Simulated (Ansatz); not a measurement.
**Single-point calculation, with input and output: AlAs**

The run: single-point calculation of AlAs (2 atoms in the cell). Method and program: DFT, LDA, plane waves, PAW, no spin polarisation (Ansatz 0.2.0).

The structure derives from an entry of the Crystallography Open Database. Some settings of this run were made unusual or wrong on purpose. Figures and captions count atoms from 1; the log counts them from 0 in places.

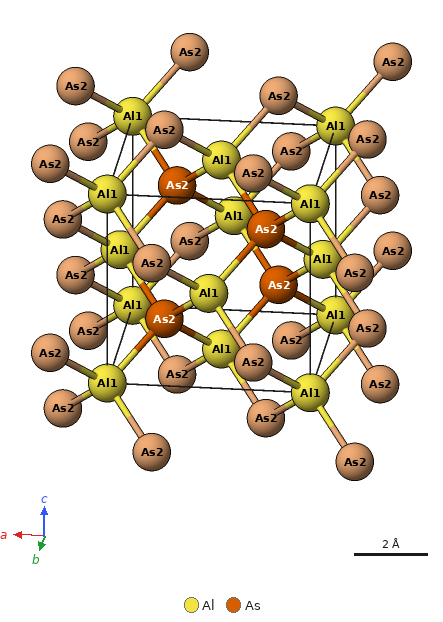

**Figure 1.** The structure as given in the input (ball-and-stick view of the cell 4 times as large as that of the calculation, set on its symmetry axes, seen at an oblique angle; neighbours outside the cell are drawn fainter; atoms are numbered from 1 in the order of the input). Near neighbours in the crystal (not all of them lie inside the picture): Al has 4 As at 2.44 Å; As has 4 Al at 2.44 Å.

## What the run reported

| quantity | value |
| --- | --- |
| outcome | converged |
| space group (tolerance 0.01 Å) | F-43m (216) |
| electrons treated | 18 |
| free energy | −3639.5192 eV |
| Fermi energy | 17.640 eV |
| gap on the k-point mesh | none (metallic) |
| pressure | −1734.87 GPa |
| largest force (length of the vector) | under 0.001 eV/Å |
| hardware | 1 thread of Intel Xeon (Sapphire Rapids), 192 GiB of memory available, shared host |
| wall time | 0.52 s |
| peak memory | 0.28 GiB |

The input was spoiled on purpose: a cutoff far too low (`basis.ecutwfc`). The plane-wave basis is far from complete, so energies, forces and above all the stress are wrong. The run converged all the same; its numbers are those of the faulty input and shouldn't be used. The program warns: the cutoff is below the recommended one.

## Input
```yaml
crystal:
  lattice:
    - [0.0, 2.8145444734, 2.8145444734]
    - [2.8145444734, 0.0, 2.8145444734]
    - [2.8145444734, 2.8145444734, 0.0]
  atoms:
    - { symbol: Al, position: [0.0, 0.0, 0.0] }
    - { symbol: As, position: [0.75, 0.75, 0.75] }
basis:
  ecutwfc: 30
kpoints:
  mp_grid: { grid: [8, 8, 8] }
hamiltonian:
  xc: lda
scf:
  occupations: { method: gaussian, width: 0.02 }
  max_iter: 100
output:
  forces: true
  eigenvalues: true
  stress: true
```

Run as:
```bash
ansatz run input.yaml --threads 1 --pin off --max-ram 3072MiB --backend cpu --events-out ev --progress --plain --runs-dir out
```

## What the program printed
```
Warning: basis.ecutwfc = 30 eV is below the records' recommended 420 eV, and the density's cutoff is lower with it unless basis.ecutrho_ratio is high enough to keep the records' density cutoff: compare with a run at a higher cutoff
Engine: ansatz 0.2.0, x86_64-unknown-linux-gnu
Pseudopotentials: kind: paw
Pseudopotential: Al, paw, valence charge 3, recommended cutoff 420 eV (normal), Al.paw.azcp
Pseudopotential: As, paw, valence charge 15, recommended cutoff 420 eV (normal), As.paw.azcp
Functional definition: SPW92
  exchange = slater_x
  correlation = pw_c
Crystal: 2 atoms, lattice volume = 44.592 Å³
Basis set: ecut = 30 eV, 15 PW (Γ)
Bands: 13, of which v1, the nominal top of the filled ones, is band 9 counted from 1 (8 counted from 0)
Symmetry: 24 space group operations
Space group: F-43m (ITA 216), of the structure as read, at distance tolerance 3.5e-5 Å
k-points: 29 of 512 (time reversal used)
Non-local potential: Al, projectors of the file, l = 0: 2, l = 1: 2, l = 2: 1
Non-local potential: As, projectors of the file, l = 0: 2, l = 1: 2, l = 2: 3, l = 3: 1
PAW form: soft (Blöchl's): semilocal exchange-correlation on the pseudo side does not see the compensation charge
PAW frozen core: Al, regenerated for the run's functional, and the local potential with it (the file was generated under x = pbe(κ = 0.804, μ = 0.2195149727645171), c = pbe(β = 0.06672455060314922))
PAW frozen core: As, regenerated for the run's functional, and the local potential with it (the file was generated under x = pbe(κ = 0.804, μ = 0.2195149727645171), c = pbe(β = 0.06672455060314922))
PAW one-centre angular grid: Al, 110 points (default); XC on 64 Gauss nodes
PAW one-centre angular grid: As, 590 points (default); XC on 64 Gauss nodes
Initial density: superposition of atomic densities (neutral atoms: chi_scale 0, normalization atom), corrected by the library's trained network
Initial wavefunctions: pseudopotential atomic-orbital guess
Functional: x = slater, c = lda
SCF iter   1: F=—  HF=-4813.574232 eV  |F-HF|=—  |Δ(HF+E_count)|=         —  Δρ=1.48e0  dr2=1.01e3  ethr=1.77e-3  ⟨swp⟩=1.0  Hψ=490  notcnv=0
preconditioner: auto → LDOS  [insulator: Δε(μ)=0.028 eV  Ē_g=11.267 eV  σ=0.020 eV  W_gap=0.67  n_scr=14 (ndim 8)  ℏωp=23.6 eV  f_vac=0.340  D(μ)=3.26/eV (n_scr^D=26)  ε∞_Penn≈5.4  β→1.0]
SCF iter   2: F=—  HF=-3747.583518 eV  |F-HF|=—  |Δ(HF+E_count)|=    1.07e3  Δρ=3.87e-1  dr2=1.46e2  ethr=1.77e-3  ⟨swp⟩=1.1  Hψ=496  notcnv=0  defer=1
preconditioner: auto → none  [insulator: Δε(μ)=0.143 eV  Ē_g=15.495 eV  σ=0.020 eV  W_gap=0.83  n_scr=14 (ndim 8)  ℏωp=22.2 eV  f_vac=0.232  D(μ)=0.83/eV (n_scr^D=0)  ε∞_Penn≈3.1  β→0.5]
SCF iter   3: F=—  HF=-3643.937125 eV  |F-HF|=—  |Δ(HF+E_count)|=    1.04e2  Δρ=8.82e-2  dr2=6.34e0  ethr=1.77e-3  ⟨swp⟩=1.2  Hψ=521  notcnv=0
SCF iter   4: F=—  HF=-3639.664927 eV  |F-HF|=—  |Δ(HF+E_count)|=    4.27e0  Δρ=1.62e-2  dr2=2.27e-1  ethr=1.77e-3  ⟨swp⟩=1.0  Hψ=492  notcnv=0
SCF iter   5: F=—  HF=-3639.519322 eV  |F-HF|=—  |Δ(HF+E_count)|=   1.46e-1  Δρ=7.39e-4  dr2=3.41e-4  ethr=1.26e-3  ⟨swp⟩=1.1  Hψ=498  notcnv=0
SCF iter   6: F=—  HF=-3639.519166 eV  |F-HF|=—  |Δ(HF+E_count)|=   1.56e-4  Δρ=7.17e-5  dr2=2.57e-6  ethr=1.89e-6  ⟨swp⟩=2.0  Hψ=456  notcnv=0
SCF iter   7: F=—  HF=-3639.519162 eV  |F-HF|=—  |Δ(HF+E_count)|=   3.77e-6  Δρ=9.80e-6  dr2=7.97e-8  ethr=5.56e-10  ⟨swp⟩=3.6  Hψ=1166  notcnv=0
SCF iter   8: F=-3639.519162 eV  HF=-3639.519162 eV  |F-HF|=4.09e-10  |Δ(HF+E_count)|=   6.23e-8  Δρ=6.47e-7  dr2=4.13e-10  ethr=4.43e-10  ⟨swp⟩=1.9  Hψ=1059  notcnv=0
SCF 1 converged in 8 iterations: F = -3639.519162 eV  dr2 = 4.13e-10
  greatest PAW one-centre occupation: 0.865 electrons in one spin orbital (limit 2), on the As atom at site 1 (counted from 0), in its partial waves of l = 0
```

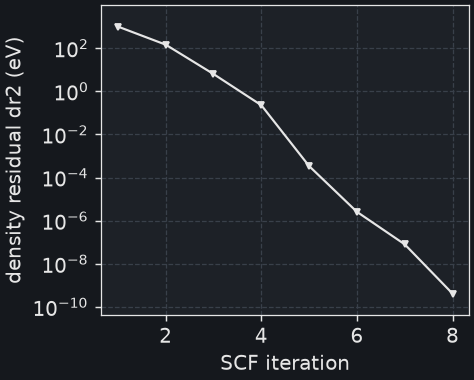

**Figure 2.** Convergence of the self-consistent field: density residual dr2 against the SCF iteration. The residual falls at every step.

```
SCF converged after 8 iterations
Free energy (F): -3639.519162 eV
Harris-Foulkes:  -3639.519162 eV  (|F-HF|=4.09e-10)
Internal energy: -3639.518756 eV  (E = F + TS)
E sigma→0 (E₀):  -3639.518959 eV
Entropy (-TS):   -0.000407 eV (-0.203 meV/atom)
Fermi energy:    17.640038 eV
--- Per-component energies (eV) ---
  E_band       = -62.364114
  E_kinetic    = 296.949086
  E_local      = -158.932389  (includes V_loc(G=0)·N_el)
  E_nonlocal   = -21.138817
  E_hartree    = 33.659006
  E_xc         = -216.796161
  E_vxc        = -236.726140  (∫ρ·V_xc dr)
  E_paw        = -2112.336699  (= ΣΔE_a)
  E_vpaw       = -11.320480  (= ΣTr[D̂ρ^β])
  E_aug_tail   = 1.486490  (compensation charges beyond the density's cutoff)
  E_ewald      = -1464.540220
  E_core_change = 2.130947  (= ΣΔE_core)
  E_smearing   = -0.000407  (= −TS)
  E_closure    = 0.000000  (closes the sum)
  Σ components = -3639.519162   (vs F -3639.519162, Δ=0.00e0)
--- Forces (eV/Å), atoms counted from 1 ---
  atom   1  Al     0.00000000    -0.00000000     0.00000000
  atom   2  As     0.00000000    -0.00000000    -0.00000000
  max |Σ_I F_I| component: 7.03e-16 eV/Å
--- Stress (GPa, compression-positive) ---
    -1734.873276       0.000000      -0.000000
        0.000000   -1734.873276       0.000000
       -0.000000       0.000000   -1734.873276
  P = ⅓ Tr σ = -1734.8733 GPa (-17348.733 kbar)
--- Band table (eV; the first three rows and the last of 29) ---
  k-point 0: bands = ["-52.8475", "-9.4992", "-9.4992", "-9.4992", "13.8206", "13.8206", "14.2865", "16.4485", "16.4485", "16.4485", "28.2045", "28.2045", "28.2045"]
  k-point 1: bands = ["-52.8936", "-9.5919", "-9.5659", "-9.5659", "13.7735", "13.7735", "14.5348", "16.1148", "16.5658", "16.5658", "27.6770", "28.5259", "28.5259"]
  k-point 2: bands = ["-60.3108", "-16.2712", "-11.9320", "-11.9320", "7.3348", "7.3348", "11.9519", "14.8747", "14.8747", "15.1984", "26.6510", "27.0923", "27.0923"]
  k-point 28: bands = ["-54.6415", "-14.7325", "-12.0589", "-6.1063", "7.1470", "13.0072", "14.7101", "15.9471", "17.4217", "19.1939", "24.6905", "27.7753", "29.5190"]
```
